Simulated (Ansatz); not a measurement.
CoO: single-point calculation (part 1 of 2)

System: CoO (Fm-3m, 4 atoms in the cell).
Method: DFT PBE+U, scalar-relativistic, plane waves, PAW, Ueff = 1 eV on Co atom 1 d; Ueff = 1 eV on Co atom 3 d, spin-polarised (Ansatz 0.2.0).

The structure derives from an entry of the Crystallography Open Database. It belongs to a series of runs on one base structure; here: antiferromagnetic start, free. Figures and captions count atoms from 1; the log counts them from 0 in places.

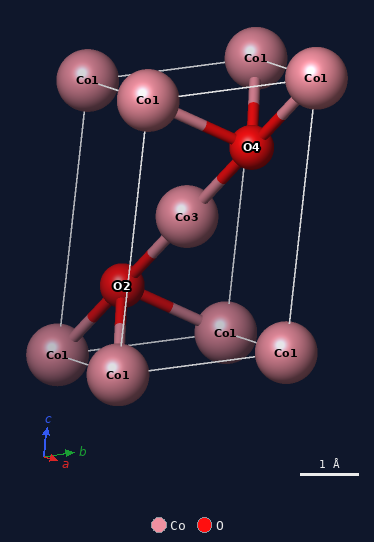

Figure 1. The structure (ball-and-stick view of the reduced cell, seen slightly off an axis; atoms are numbered from 1 in the order of the input). Near neighbours in the crystal (not all of them lie inside the picture): Co has 6 O at 2.13 Å; O has 6 Co at 2.13 Å.

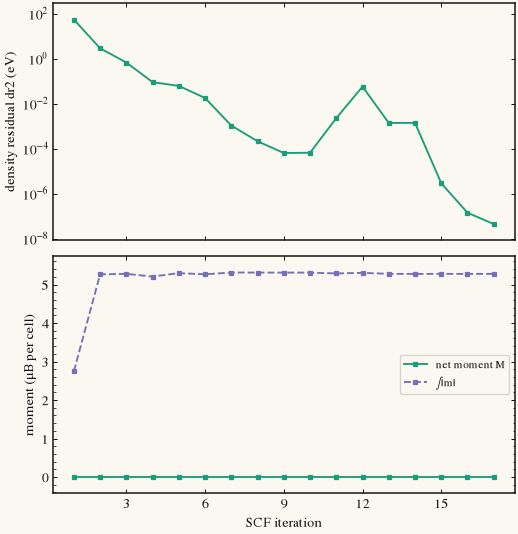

Figure 2. Convergence of the self-consistent field: density residual dr2 and magnetic moment against the SCF iteration. The residual falls unevenly and jumps up by a factor of two or more 2 times on the way down. The net moment stays at 0.0 μB per cell.

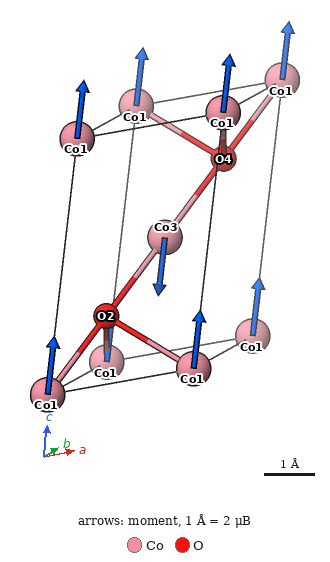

Figure 3. Magnetic moments of the sites as blue arrows (ball-and-stick view of the reduced cell, seen slightly off an axis; atoms are numbered from 1 in the order of the input); small moments hardly show. The run is collinear, so the axis drawn is arbitrary. Site moments: Co1 (2.43 μB); Co3 (−2.43 μB). They are counted near the atoms and needn't add up to the moment of the cell.

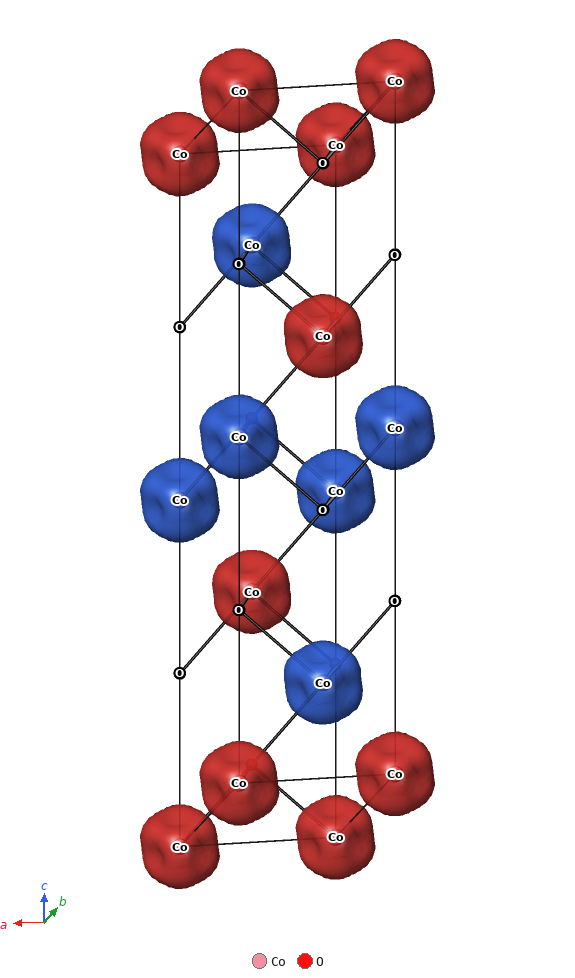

Figure 4. Isosurfaces of the spin density (up minus down) at +0.3 (red) and −0.3 e/Å³ (blue), seen at an oblique angle. Sticks mark near contacts. The outline is the cell set on symmetry axes of the magnetic structure. The cell of the calculation (4 atoms) carries 0.0 μB net. The fields are those of the smooth PAW valence density.

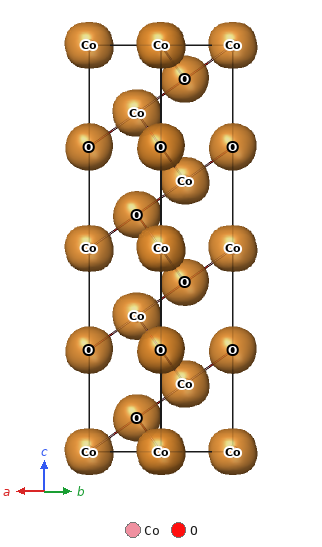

Figure 5. Isosurface of the valence electron density at 0.6 e/Å³ (orange), seen along [110]. Sticks mark near contacts. The outline is the cell set on symmetry axes of the magnetic structure. At this value the density breaks into separate islands; it holds about 85 % of the electrons treated as valence (semicore included). It is pinched off along the Co–O (2.13 Å) contacts. On the grid the lowest density along these lines, outside the cores, is 0.42 e/Å³ (Co–O, 2.13 Å).

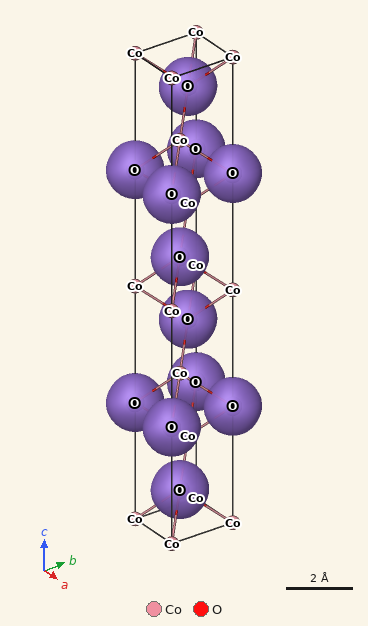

Figure 6. Isosurface of the ELF at 0.6 (purple), seen slightly off an axis. Only the valence region is drawn (cores and ρ < 0.01 e/Å³ removed). Sticks mark near contacts. The outline is the cell set on symmetry axes of the magnetic structure. Along the contacts the grid gives the following. Co–O (2.13 Å): the ELF is about 0.15 at the midpoint.

These pictures come from the run below.

**Input file**
```yaml
crystal:
  lattice:
    - [0.0, 2.13150166, 2.13150166]
    - [2.13150166, 0.0, 2.13150166]
    - [4.26300332, 4.26300332, 0.0]
  atoms:
    - { symbol: Co, position: [0.0, 0.0, 0.0], spin: 3.0 }
    - { symbol: O, position: [0.5, 0.5, 0.25] }
    - { symbol: Co, position: [0.0, 0.0, 0.5], spin: -3.0 }
    - { symbol: O, position: [0.5, 0.5, 0.75] }
basis:
  ecutwfc: 420
  ecutrho_ratio: 4
kpoints:
  mp_grid: { grid: [8, 8, 8] }
hamiltonian:
  xc: pbe
  hubbard:
    sites:
      - { site: 0, l: d, u_eff: 1.0, starting_ns: [{ spin: up, occupation_matrix: s0up }, { spin: down, occupation_matrix: s0down }] }
      - { site: 2, l: d, u_eff: 1.0, starting_ns: [{ spin: up, occupation_matrix: s2up }, { spin: down, occupation_matrix: s2down }] }
    occupation_matrices:
      s0up:
        matrix:
          - [0.97, 0.0, 0.0, 0.0, 0.0]
          - [0.0, 0.97, 0.0, 0.0, 0.0]
          - [0.0, 0.0, 0.97, 0.0, 0.0]
          - [0.0, 0.0, 0.0, 0.97, 0.0]
          - [0.0, 0.0, 0.0, 0.0, 0.97]
      s0down:
        matrix:
          - [0.05593, 0.07425, 0.07371, 2.0e-05, -0.14797]
          - [0.07425, 0.62937, -0.30469, 0.12802, -0.30468]
          - [0.07371, -0.30469, 0.62939, -0.12825, -0.3047]
          - [2.0e-05, 0.12802, -0.12825, 0.05592, 0.00023]
          - [-0.14797, -0.30468, -0.3047, 0.00023, 0.62938]
      s2up:
        matrix:
          - [0.05593, 0.07425, 0.07371, 2.0e-05, -0.14797]
          - [0.07425, 0.62937, -0.30469, 0.12802, -0.30468]
          - [0.07371, -0.30469, 0.62939, -0.12825, -0.3047]
          - [2.0e-05, 0.12802, -0.12825, 0.05592, 0.00023]
          - [-0.14797, -0.30468, -0.3047, 0.00023, 0.62938]
      s2down:
        matrix:
          - [0.97, 0.0, 0.0, 0.0, 0.0]
          - [0.0, 0.97, 0.0, 0.0, 0.0]
          - [0.0, 0.0, 0.97, 0.0, 0.0]
          - [0.0, 0.0, 0.0, 0.97, 0.0]
          - [0.0, 0.0, 0.0, 0.0, 0.97]
    ns_hold: { iters: 8 }
scf:
  occupations: { method: gaussian, width: 0.05 }
  lower_state_search: "off"
  max_iter: 150
output:
  forces: true
  stress: true
  eigenvalues: true
  populations: true
  hubbard: { sites: [{ site: 0, l: d }, { site: 2, l: d }] }
  write_density: true
  write_potential: true
  elf: true
  volumetric_format: npy
magnetization:
  spin_polarized: true
```

Launch command:
```bash
ansatz run input.yaml --threads 2 --pin off --max-ram 3072MiB --backend cpu --events-out ev --progress --plain --runs-dir out
```

**Output**
```
Warning: crystal.symmetry: narrowed to the stabiliser of the occupation matrices — unitary ops 12 → 2, anti-unitary 12 → 2; lowered by the specified shells (site 0, l: d), (site 2, l: d); largest admitted image defect 4.4e-16, smallest excluded 6.6e-5 — at a rounding scale rather than a splitting's, so precision (not physics) most likely lowered the group: (i) a fixed point transcribed at too few decimals — re-emit the block at full precision (to 7 decimals or more, rounded to nearest) from a symmetrised source (a converged report's `n_mat` / `n_mat_spinor`) (of a frozen-density pass: in the run whose state it reads); (ii) an ideal-frame block (an integer orbital projector, an idealised texture) on a cell whose axes stand turned off the Cartesian frame, by the skew part of `crystal.lattice` components quoted to fewer than ~8 significant digits (a pasted vc-relax cell, a converted CIF) or by a rigid turn of the whole cell — no re-emission of the block helps: idealise the lattice (type its vectors, and each `position_ang` with them, on the ideal axes at full precision, or, with the positions in fractional coordinates, give it by lengths and angles where the standard orientation, in which the cell is then laid, is the block's frame; more digits alone cure only the first) (of a frozen-density pass: in the run whose state it reads); (iii) or the lowering is deliberate and this small, and then it is physics — the group the occupation matrices admit
Co: projections on atomic orbitals take those of the free atom [Ne] 3s2 3p6 3d7 4s2, of charge +0.00 (hamiltonian.pseudopotentials.projection_atoms); the dataset's partial waves leave at most 1.4e-6 of an orbital's norm unspanned inside its sphere
O: projections on atomic orbitals take those of the free atom [He] 2s2 2p4, of charge +0.00 (hamiltonian.pseudopotentials.projection_atoms); the dataset's partial waves leave at most 1.9e-8 of an orbital's norm unspanned inside its sphere
Engine: ansatz 0.2.0, x86_64-unknown-linux-gnu
Pseudopotentials: kind: paw
Pseudopotential: Co, paw, valence charge 17, recommended cutoff 420 eV (normal), Co.paw.azcp
Pseudopotential: O, paw, valence charge 6, recommended cutoff 420 eV (normal), O.paw.azcp
Functional definition: PBE
  parameter kappa = 0.804
  parameter beta = 0.06672455060314922
  exchange = pbe_x(kappa = kappa, mu = beta*pi^2/3)
  correlation = pbe_c(beta = beta)
Crystal: 4 atoms, lattice volume = 38.736 Å³
Basis set: ecut = 420 eV, 707 PW (Γ), exchange–correlation on 48×48×90 points (8 copies of the dense FFT grid, shifted against one another)
Bands: 32, of which v1, the nominal top of the filled ones, is band 23 counted from 1 (22 counted from 0)
Symmetry: 2 space group operations
k-points: 260 of 512
Non-local potential: Co, projectors of the file, l = 0: 3, l = 1: 2, l = 2: 3, l = 3: 1
Non-local potential: O, projectors of the file, l = 0: 2, l = 1: 2, l = 2: 1
PAW form: soft (Blöchl's): semilocal exchange-correlation on the pseudo side does not see the compensation charge
PAW one-centre angular grid: Co, 590 points (default); XC on 64 Gauss nodes
PAW one-centre angular grid: O, 110 points (default); XC on 64 Gauss nodes
Initial density: superposition of atomic densities (chi_scale 0.1, normalization cell, long waves kept (reshape's long-wave potential 0.00 eV rms))
Starting moments: Σ|m| = 6 μB on 2 of 4 sites
Initial wavefunctions: pseudopotential atomic-orbital guess
Functional: x = pbe(κ = 0.804, μ = 0.2195149727645171), c = pbe(β = 0.06672455060314922)
the translation (0, 0, 0.5) carries every atom to within crystal.symmetry.tolerance of an atom of its element with the starting moment reversed, but both spin channels are solved: the dense FFT box has an odd point count along it
```
